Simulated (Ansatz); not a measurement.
**GdO: density, localisation and related maps**

Input file:

```
crystal:
  lattice:
    - [0.0, 2.7178813158, 2.7178813158]
    - [2.7178813158, 0.0, 2.7178813158]
    - [2.7178813158, 2.7178813158, 0.0]
  atoms:
    - { symbol: Gd, position: [0.0, 0.0, 0.0], spin: 7.0 }
    - { symbol: O, position: [0.75, 0.75, 0.75] }
hamiltonian:
  xc: lda
  pseudopotentials: { kind: paw }
magnetization:
  spin_polarized: true
kpoints:
  mp_grid: { grid: [9, 9, 9] }
scf:
  occupations: { method: fermi_dirac, width: 0.05 }
output:
  forces: true
  stress: true
  eigenvalues: true
  write_density: true
  write_potential: true
  elf: true
  volumetric_format: npy
```

Launched as:

```sh
ansatz run input.yaml --threads 2 --pin off --max-ram 5632MiB --backend cpu --events-out ev --progress --plain --runs-dir out
```

Below, planes, directions and counts refer to the conventional cell (a = 5.44 Å, b = 5.44 Å, c = 5.44 Å, α = 90.00°, β = 90.00°, γ = 90.00°).

Space group F-43m; computed pressure about −9 GPa in this cell; spin-polarised.

Level of theory: Kohn-Sham DFT of a periodic cell, LDA, Ansatz PAW in Ansatz.

Core electrons are frozen (PAW), and the valence fields are smoothed inside the atomic spheres.

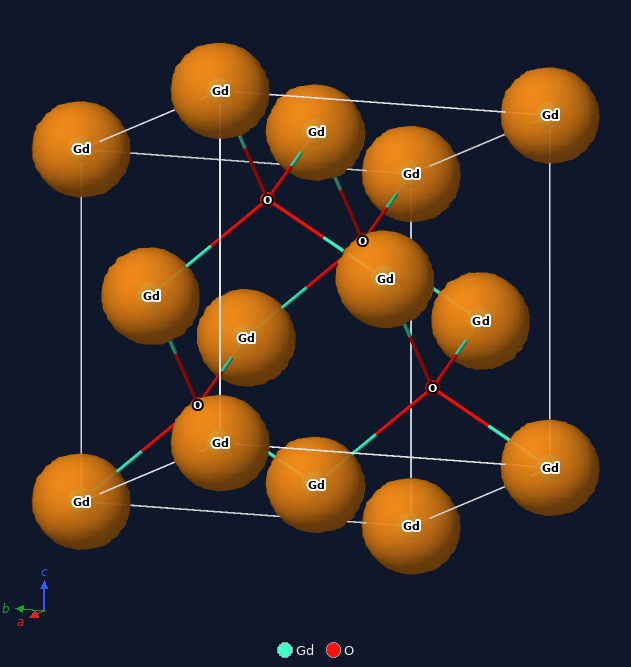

Figure 1. Isosurface of the spin density at +0.8 e/Å³ (orange), seen at an oblique angle. Sticks mark near contacts.

Q: Describe the spin distribution.

A: The spin density sits on Gd: +6.7 μB (×4) in one cell of 8 atoms: parallel main moments, as they must be, since the calculation's own cell holds one magnetic site. The cell of the calculation (2 atoms) carries 7.1 μB of net spin moment.

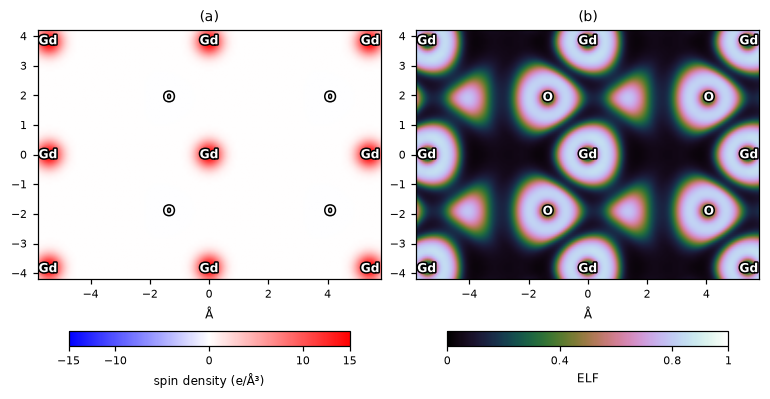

Figure 2. (a) spin density; (b) ELF on the (101) plane of the conventional cell.

Q: What do the fields say about this system?

A:
- The section cuts through Gd and O sites.
- Gd–O (2.35 Å): the ELF peaks at about 0.80 in the valence shell of O, 0.6 Å from its nucleus, and drops to about 0.15 between the two atoms; no localised pair shows between them.
- The ELF has a maximum of about 0.80 in the space between the atoms, 2.4 Å from four Gd atoms, on no atom or two-centre bond.
- The features right at Gd lie inside the PAW spheres, where the map follows smoothed inner orbitals and isn't to be read closely.

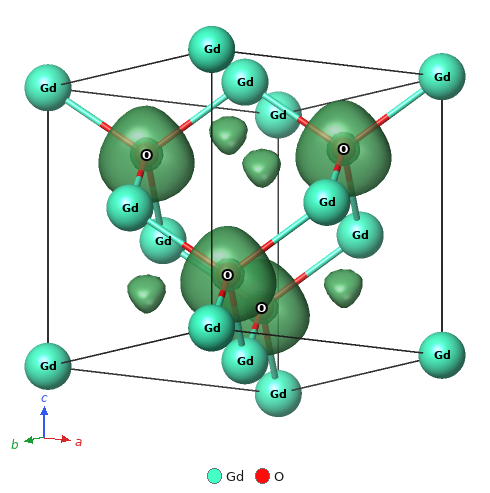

Figure 3. Isosurface of the electron localisation function at 0.65 (green), seen at an oblique angle. Core shells and regions of very low density are left out. Sticks mark near contacts.

Q: What do the ELF domains correspond to?

A: The ELF exceeds this value in four regions wrapped around O (the valence shell of each) and four pockets between the atoms, centred on no nucleus (multi-centre or interstitial), counted in one cell of 8 atoms. Any copies at cell faces, edges or corners count once.

Q: Metal or insulator at this level of theory?

A: It is gapless in this calculation (a metal or semimetal); semilocal functionals without U, or without the true magnetic order, often close the gap of such compounds.
